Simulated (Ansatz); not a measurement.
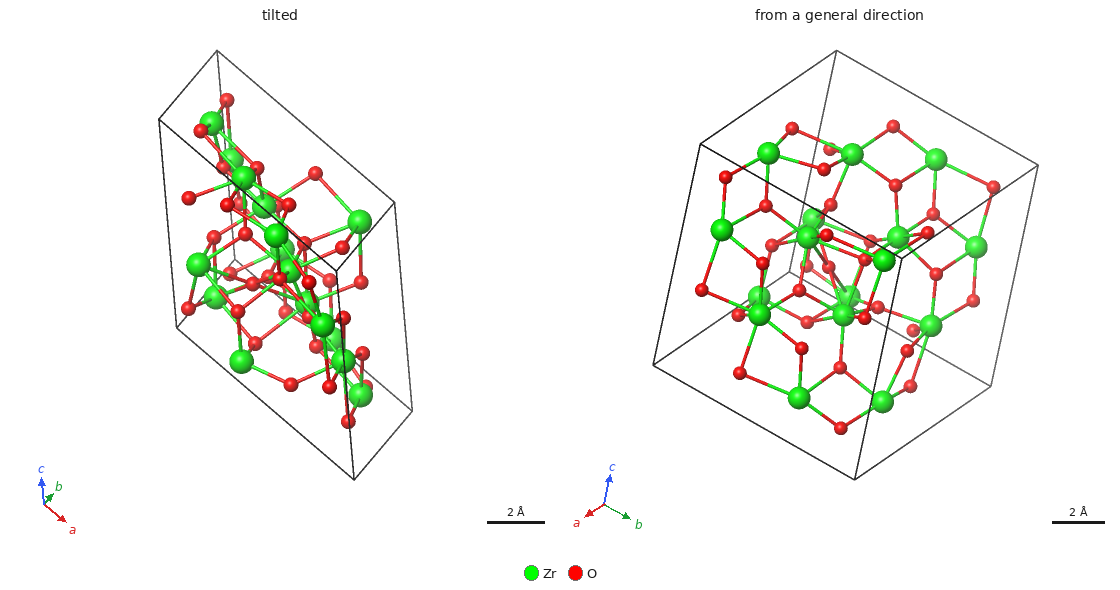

The figure gives a ball-and-stick picture of the atoms, viewed slightly off an axis and from a general direction. The supercell is drawn as a box. The host is ZrO$_{2}$, in a cell of 48 sites, and the cell is neutral.

> Name the defect and give its surroundings.

An interstitial oxygen atom. It is bonded to four Zr in a square planar arrangement at about 2.4 Å. Not all metal-metal contacts are counted.

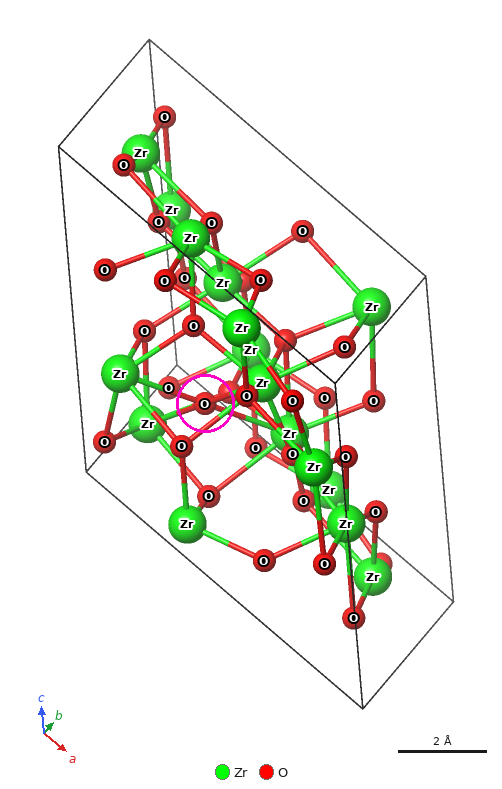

The same cell with a ring at the defect's site.

The atoms were relaxed in the host's cell with Ansatz, DFT PBE, scalar-relativistic, plane waves, PAW.
